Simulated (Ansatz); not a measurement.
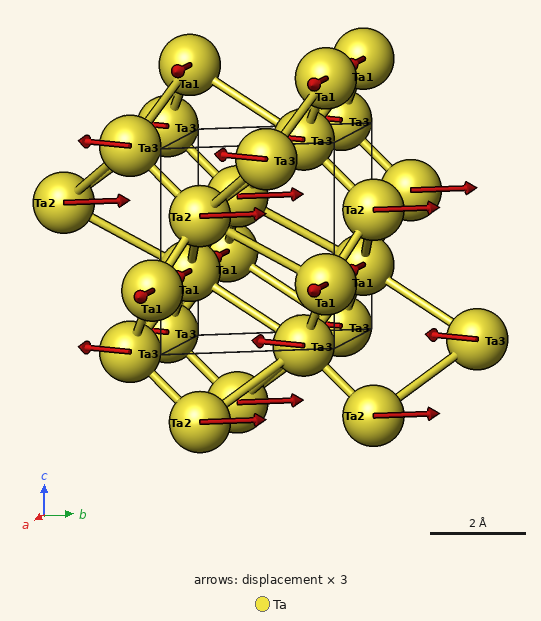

This is a relaxation of solid Ta (built on the trigonal selenium_152 type) (coarse preliminary run). The starting structure is drawn; red arrows show the displacements (the part carried along by the change of the cell is left out), magnified 3 times.

Style: ball-and-stick. Shown: the cell of the calculation, slightly off an axis.

Case: trigonal selenium type (P3_121, No. 152).

All numbers below come from DFT r2SCAN, scalar-relativistic, plane waves, PAW in Ansatz.

Input
```yaml
crystal:
  lattice:
    - [3.8615843961, 0.0, 0.0]
    - [-1.9307921981, 3.3442301859, 0.0]
    - [0.0, 0.0, 4.3810967634]
  atoms:
    - { symbol: Ta, position: [0.2254, 0.0, 0.3333333333] }
    - { symbol: Ta, position: [0.0, 0.2254, 0.6666666667] }
    - { symbol: Ta, position: [0.7746, 0.7746, 0.0] }
basis:
  ecutwfc: 500
kpoints:
  mp_grid: { grid: [6, 6, 4] }
hamiltonian:
  xc: r2scan
scf:
  occupations: { method: gaussian, width: 0.1 }
  lower_state_search: "off"
output:
  forces: true
  stress: true
  eigenvalues: true
relax:
  adjacent_minimum: "off"
  f_tol: 0.04
  max_steps: 70
  cell: { stress_tol: 0.4 }
```

Describe the change and its energy.

The largest moves relative to the cell, 0.50 Å, are those of Ta1, Ta2 and Ta3. Ta1 goes along +a. The drawn cell changes as follows: a = b 3.862 → 4.614 Å (+19.5 %), c 4.381 → 2.931 Å (−33.1 %); the volume changes by −4.5 %. Near-neighbour distances that change, for instance: Ta1–Ta1 4.381 → 2.931 Å, Ta1–Ta2 2.099 → 2.838 Å, Ta1–Ta2 (another image) 3.954 → 3.304 Å, Ta1–Ta2 (another image) 3.039 → 2.838 Å. Bond angles that change, for instance: Ta2–Ta1–Ta3 103.1° → 71.2°, Ta2–Ta1–Ta2 78.9° → 108.8°, Ta2–Ta1–Ta3 99.0° → 71.2°. The space group (tolerance 0.01 Å) goes from P3_121 (No. 152) to R-3m (No. 166). After 13 accepted moves (14 points after the start) the energy has fallen by 3427 meV per atom. Largest force component: 11 eV/Å at the start, under 0.0001 eV/Å at the end. Pressure: 46.87 GPa at the start and 0.12 GPa at the end. At 1 point the geometry stayed and the basis and grid were re-selected for the new cell (energy shift of 2.2 meV per atom at most each time).
